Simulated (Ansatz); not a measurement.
**Al: 9 runs along one coordinate**

System: Al (2 atoms in the cell).
Method: DFT r2SCAN, scalar-relativistic, plane waves, PAW, no spin polarisation (Ansatz 0.2.0).

The 9 runs differ only in the geometry, by a strain of the cell at fixed fractional positions. Against run 5, the strain is εxx = η and εyy = η. The structure derives from a Materials Project entry.

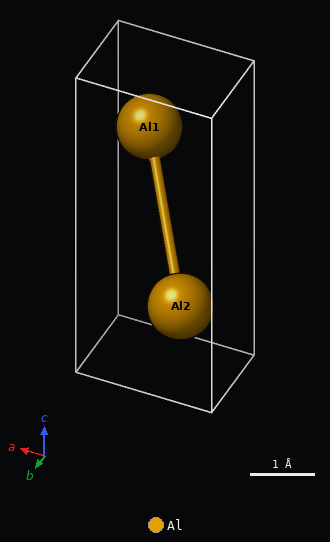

Figure 1. The structure of run 5 (ball-and-stick view of the cell of the calculation, seen at an oblique angle; atoms are numbered from 1 in the order of the input). An atom can appear more than once, as a periodic image.

## Input of run 5
```yaml
crystal:
  lattice:
    - [2.9179224272, 0.0, 0.0]
    - [-1.4589612136, 2.5269949482, 0.0]
    - [0.0, 0.0, 4.86685]
  atoms:
    - { symbol: Al, position: [0.6666666667, 0.3333333333, 0.75] }
    - { symbol: Al, position: [0.3333333333, 0.6666666667, 0.25] }
basis:
  ecutwfc: 500
kpoints:
  mp_grid: { grid: [18, 18, 10] }
hamiltonian:
  xc: r2scan
scf:
  occupations: { method: gaussian, width: 0.15 }
output:
  forces: true
  stress: true
  eigenvalues: true
```

Command:
```bash
ansatz run input.yaml --threads 1 --pin off --max-ram 2560MiB --backend cpu --events-out ev --progress --plain --runs-dir out
```

Lattice vectors (Å) and fractional positions of run 5:
```
   2.917922    0.000000    0.000000
  -1.458961    2.526995    0.000000
   0.000000    0.000000    4.866850
Al  0.666667  0.333333  0.750000
Al  0.333333  0.666667  0.250000
```

Run 2 differs from it as follows:
```diff
-    - [2.9179224272, 0.0, 0.0]
-    - [-1.4589612136, 2.5269949482, 0.0]
+    - [2.4960541245, 0.0, 0.0]
+    - [-1.2480270622, 2.161646281, 0.0]
```

## Results, with one run withheld

| run | strain parameter η (%) | free energy per atom, from the lowest run given (meV) | pressure (GPa) |
| --- | --- | --- | --- |
| 1 | −18.0723 | 788.32 | 59.23 |
| 2 | −14.4578 | ? | ? |
| 3 | −10.8434 | 112.39 | 16.52 |
| 4 | −7.2289 | 0.00 | 4.73 |
| 5 | 0.0000 | 23.65 | −7.79 |
| 6 | 3.6145 | 101.01 | −10.67 |
| 7 | 7.2289 | 201.95 | −12.16 |
| 8 | 9.0313 | 257.71 | −12.52 |
| 9 | 10.8434 | 315.61 | −12.69 |

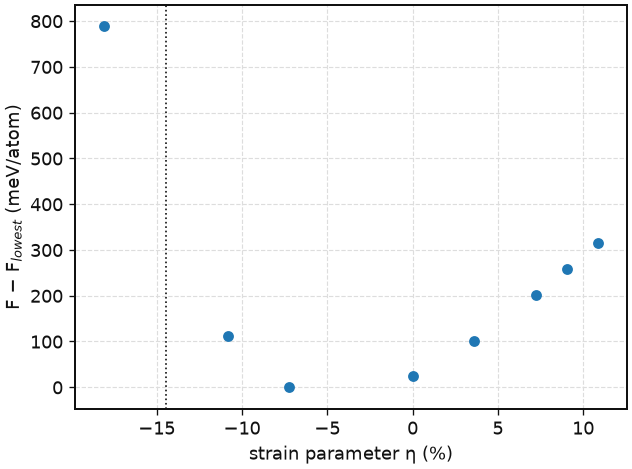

Figure 2. Free energy per atom of the runs given; the dotted line marks run 2.

What should run 2 give?

A cubic polynomial in the coordinate, fitted to the 8 runs given, misses them by at most 10.10 meV per atom. With x = η + 0.6783, it reads F = 0.78966 + 17.56 x + 1.9094 x² − 0.097464 x³ (meV per atom). At run 2 it gives 376.37 meV per atom, and the run itself gives 356.39. The fit has its minimum at η = −4.2822 %. The miss comes from the order of the polynomial or from scatter in that run; these data can't tell which.

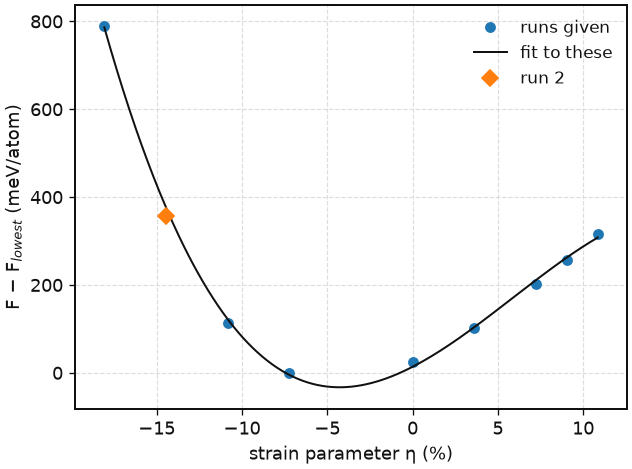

Figure 3. The fit and the withheld run.

## Output, shortened to warnings, some set-up lines, iterations and results (run 2)
```
Basis set: ecut = 500 eV, 659 PW (Γ), exchange–correlation on 80×80×144 points (64 copies of the dense FFT grid, shifted against one another)
Symmetry: 24 space group operations
k-points: 222 of 3240
Initial density: superposition of atomic densities (neutral atoms: chi_scale 0, normalization atom), corrected by the library's trained network
[...]
SCF iter   1: F=—  HF=-1079.967830 eV  |F-HF|=—  |Δ(HF+E_count)|=         —  Δρ=3.40e-3  dr2=2.83e-3  dr2_τ=2.19e-2  ethr=1.77e-3  ⟨swp⟩=5.5  Hψ=12922  notcnv=0
SCF iter   2: F=—  HF=-1079.975651 eV  |F-HF|=—  |Δ(HF+E_count)|=   7.82e-3  Δρ=2.83e-3  dr2=2.09e-3  dr2_τ=8.62e-6  ethr=4.71e-5  ⟨swp⟩=2.0  Hψ=4393  notcnv=0  defer=22
SCF iter   3: F=—  HF=-1079.975033 eV  |F-HF|=—  |Δ(HF+E_count)|=   6.18e-4  Δρ=7.44e-4  dr2=1.58e-4  dr2_τ=2.41e-6  ethr=3.49e-5  ⟨swp⟩=1.5  Hψ=1814  notcnv=0  defer=22
SCF iter   4: F=—  HF=-1079.975018 eV  |F-HF|=—  |Δ(HF+E_count)|=   1.51e-5  Δρ=3.95e-4  dr2=4.35e-5  dr2_τ=2.98e-7  ethr=2.64e-6  ⟨swp⟩=1.0  Hψ=1522  notcnv=0  defer=22
SCF iter   5: F=—  HF=-1079.975009 eV  |F-HF|=—  |Δ(HF+E_count)|=   8.49e-6  Δρ=2.63e-5  dr2=2.24e-7  dr2_τ=4.89e-10  ethr=7.25e-7  ⟨swp⟩=1.5  Hψ=1800  notcnv=0  defer=22
SCF iter   6: F=-1079.975009 eV  HF=-1079.975009 eV  |F-HF|=5.15e-9  |Δ(HF+E_count)|=   6.30e-8  Δρ=8.78e-6  dr2=2.14e-8  dr2_τ=6.87e-11  ethr=1.67e-9  ⟨swp⟩=5.5  Hψ=7469  …
SCF 1 converged in 6 iterations: F = -1079.975009 eV  dr2 = 2.14e-8
SCF converged after 6 iterations
Free energy (F): -1079.975009 eV
Harris-Foulkes:  -1079.975009 eV  (|F-HF|=5.15e-9)
Internal energy: -1079.966501 eV  (E = F + TS)
E sigma→0 (E₀):  -1079.970755 eV
Entropy (-TS):   -0.008508 eV (-4.254 meV/atom)
Fermi energy:    10.444776 eV
--- Per-component energies (eV) ---
  E_band       = 30.634903
  E_kinetic    = 54.373815
  E_local      = 25.834065  (includes V_loc(G=0)·N_el)
  E_nonlocal   = 21.378658
  E_hartree    = 0.593882
  E_xc         = -76.847103
  E_vxc        = -66.845280  (∫ρ·V_xc dr)
  E_paw        = -947.361048  (= ΣΔE_a)
  E_vpaw       = -7.881791  (= ΣTr[D̂ρ^β])
  E_aug_tail   = -0.000002  (compensation charges beyond the density's cutoff)
  E_vtau       = 2.587644  (kinetic-family band-sum trace: ∫τ·v_τ [+ j·A + Jᵃ·Aᵃ] dr)
  E_ewald      = -157.818553
  E_core_change = -0.120216  (= ΣΔE_core)
  E_smearing   = -0.008508  (= −TS)
  E_closure    = 0.000000  (closes the sum)
  Σ components = -1079.975009   (vs F -1079.975009, Δ=0.00e0)
--- Forces (eV/Å), atoms counted from 1 ---
  atom   1  Al    -0.00000000    -0.00000000     0.00000000
  atom   2  Al     0.00000000     0.00000000     0.00000000
  max |Σ_I F_I| component: 5.78e-18 eV/Å
--- Stress (GPa, compression-positive) ---
       47.098313      -0.000000       0.000000
       -0.000000      47.098313       0.000000
        0.000000       0.000000       7.423381
  P = ⅓ Tr σ = 33.8733 GPa (338.733 kbar)
```
